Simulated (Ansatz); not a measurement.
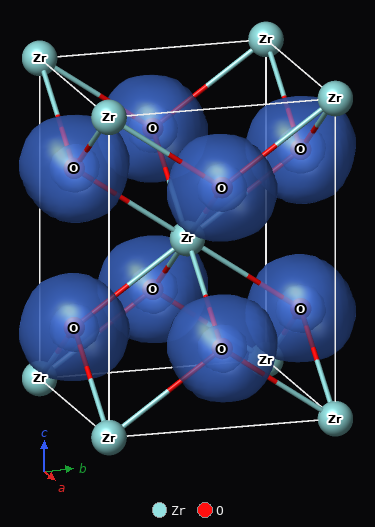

Figure. ZrO$_{2}$. Isosurface of the electron localisation function at 0.7 (blue), seen slightly off an axis. Core shells and regions of very low density are left out. Sticks mark near contacts.

Space group Immm; started from the fluorite prototype, which need not be the ambient phase; changed on purpose from its base cell (shear xy strain +2.0%); computed pressure about 4 GPa in this cell.

These are results of DFT, PBE, plane waves, PAW (Ansatz), not measurements.

In a PAW calculation such maps are meaningful between the atoms, not at the nuclei.

```
Zr O
1.0
     2.51927   -2.51927    0.00000
     2.57016    2.57016    0.00000
     0.00000    0.00000    5.08943
Zr O
2 4
Direct
  0.00000 0.00000 0.00000
  0.50000 0.50000 0.50000
  0.00000 0.50000 0.24865
  0.50000 0.00000 0.74865
  0.50000 0.00000 0.25135
  0.00000 0.50000 0.75135
```

Question: Describe the localisation domains.

Answer: At this value the surface marks out four regions wrapped around O (the valence shell of each), counted in one cell of 6 atoms. Any copies at cell faces, edges or corners count once.

Values along the shortest contacts:
Zr–O (2.19 Å): the ELF peaks at about 0.85 in the valence shell of O, 0.6 Å from its nucleus, and drops to about 0.20 between the two atoms; no localised pair shows between them.
